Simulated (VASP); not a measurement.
**Energy of Li2H along an even scaling of the cell**

System: Li2H (P-3m1, 3 atoms in the cell).
Method: Kohn-Sham DFT of a periodic cell, PBE, VASP PAW PBE potentials, recommended, no spin polarisation (VASP 6.6.1).

The 7 runs differ only in the geometry, by an even scaling of the cell at fixed fractional positions. The structure was built on a prototype by a generator; it need not be a known phase.

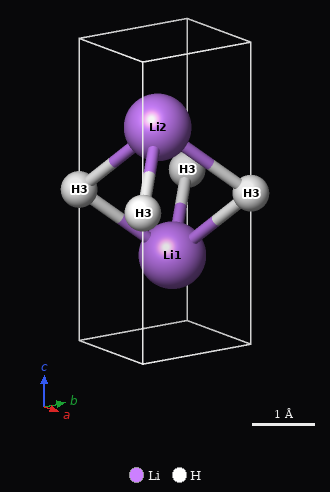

Figure 1. The structure of run 4 (ball-and-stick view of the cell of the calculation, seen slightly off an axis; atoms are numbered from 1 in the order of the input).

**INCAR of run 4**
```
  PREC = Accurate
  ENCUT = 520
  EDIFF = 1E-7
  ISMEAR = -1
  SIGMA = 0.05
  LREAL = F
  LASPH = T
  NELM = 60
  ALGO = Normal
  ISIF = 2
  LWAVE = F
  LCHARG = T
  GGA = PE
  LELF = T
  LVHAR = T
  NBANDS = 10
```

**KPOINTS of run 4**
```
Automatic mesh
0
Gamma
  11 11 6
```

**POSCAR of run 4**
```
Li2H
1.0
    2.8373600000      0.0000000000      0.0000000000
   -1.4186800000      2.4572300000      0.0000000000
    0.0000000000      0.0000000000      4.9884700000
Li H
2 1
Direct
    0.3333300000      0.6666700000      0.2643000000
    0.6666700000      0.3333300000      0.7357000000
    0.0000000000      0.0000000000      0.5000000000
```

Command:
```bash
cat potpaw_PBE.64/Li_sv/POTCAR potpaw_PBE.64/H/POTCAR > POTCAR
mpirun -np 1 vasp_std > vasp.out
```

Run 2 has the same physical settings and fractional positions; its lattice vectors (Å) are:
```
   2.799013    0.000000    0.000000
  -1.399506    2.424020    0.000000
   0.000000    0.000000    4.921050
```

**Results, with one run withheld**

| run | volume per atom (Å³) | free energy per atom, from the lowest run given (meV) | pressure (GPa) |
| --- | --- | --- | --- |
| 1 | 10.898 | 3.68 | 1.53 |
| 2 | 11.130 | ? | ? |
| 3 | 11.361 | 0.42 | 0.36 |
| 4 | 11.593 | 0.00 | −0.14 |
| 5 | 11.825 | 0.30 | −0.61 |
| 6 | 12.057 | 1.23 | −1.03 |
| 7 | 12.289 | 2.78 | −1.43 |

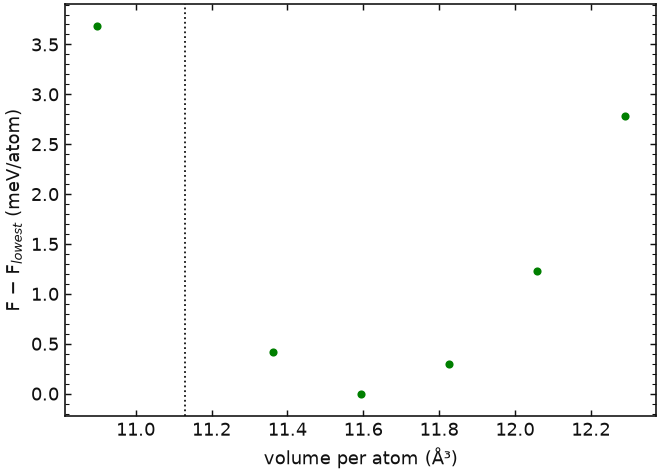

Figure 2. Free energy per atom of the runs given; the dotted line marks run 2.

What should run 2 give?

A cubic polynomial in V^(−2/3) (the Birch–Murnaghan form), fitted to the 6 runs given, misses them by at most 0.01 meV per atom. With x = V^(−2/3) − 0.19453 Å⁻², it reads F = 0.011351 − 52.503 x + 52602 x² − 55857 x³ (meV per atom). At run 2 it gives 1.62 meV per atom, and the run itself gives 1.62. The slope of the fit gives a pressure −dF/dV of 1.12 GPa there, and the run prints 0.92 GPa. The two needn't agree exactly: the fit is approximate, and the printed stress is taken on a finite basis. The fit has its minimum at 11.610 Å³ per atom, where V d²F/dV² gives 24.5 GPa. Cell shape and fractional positions are held, so this is the stiffness under even scaling; the relaxed bulk modulus wasn't computed.

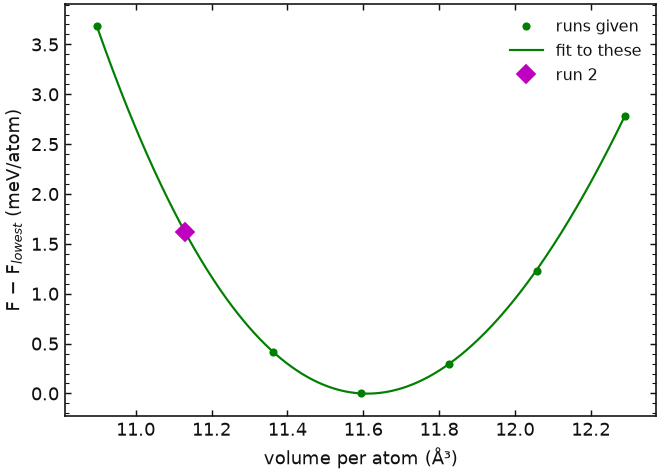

Figure 3. The fit and the withheld run.

**OSZICAR and lines of OUTCAR (run 2)**
```
N       E                     dE             d eps       ncg     rms          rms(c)
DAV:   1     0.170979668846E+02    0.17098E+02   -0.35026E+03  4120   0.643E+02
DAV:   2    -0.526771486700E+01   -0.22366E+02   -0.21863E+02  5154   0.131E+02
DAV:   3    -0.815842118233E+01   -0.28907E+01   -0.28733E+01  6676   0.361E+01
DAV:   4    -0.820961536422E+01   -0.51194E-01   -0.51150E-01  5512   0.523E+00
DAV:   5    -0.821007043277E+01   -0.45507E-03   -0.45505E-03  5844   0.451E-01    0.290E+00
DAV:   6    -0.795873496607E+01    0.25134E+00   -0.28342E-01  4714   0.164E+00    0.138E+00
DAV:   7    -0.788827248269E+01    0.70462E-01   -0.28476E-01  5170   0.180E+00    0.247E-01
DAV:   8    -0.789059927953E+01   -0.23268E-02   -0.95802E-03  4908   0.548E-01    0.714E-02
DAV:   9    -0.789051881993E+01    0.80460E-04   -0.69504E-04  6286   0.107E-01    0.142E-02
DAV:  10    -0.789051568434E+01    0.31356E-05   -0.12513E-05  5082   0.275E-02    0.510E-03
DAV:  11    -0.789051638558E+01   -0.70123E-06   -0.17424E-06  5604   0.971E-03    0.166E-03
DAV:  12    -0.789051650701E+01   -0.12143E-06   -0.20898E-08  3820   0.138E-03    0.107E-03
DAV:  13    -0.789051666294E+01   -0.15593E-06   -0.22383E-08  3058   0.121E-03    0.195E-04
DAV:  14    -0.789051664436E+01    0.18583E-07   -0.46093E-09  2764   0.533E-04
   1 F= -.78905166E+01 E0= -.78874904E+01  d E =-.605253E-02
[... from OUTCAR:]
  free energy    TOTEN  =        -7.89051664 eV
  energy without entropy =       -7.88446412  energy(sigma->0) =       -7.88749038
 E-fermi :   2.0039     XC(G=0):  -7.9620     alpha+bet : -9.7869
  free  energy   TOTEN  =        -7.8905166444 eV
  energy  without entropy=       -7.8844641189  energy(sigma->0) =       -7.88749038
```
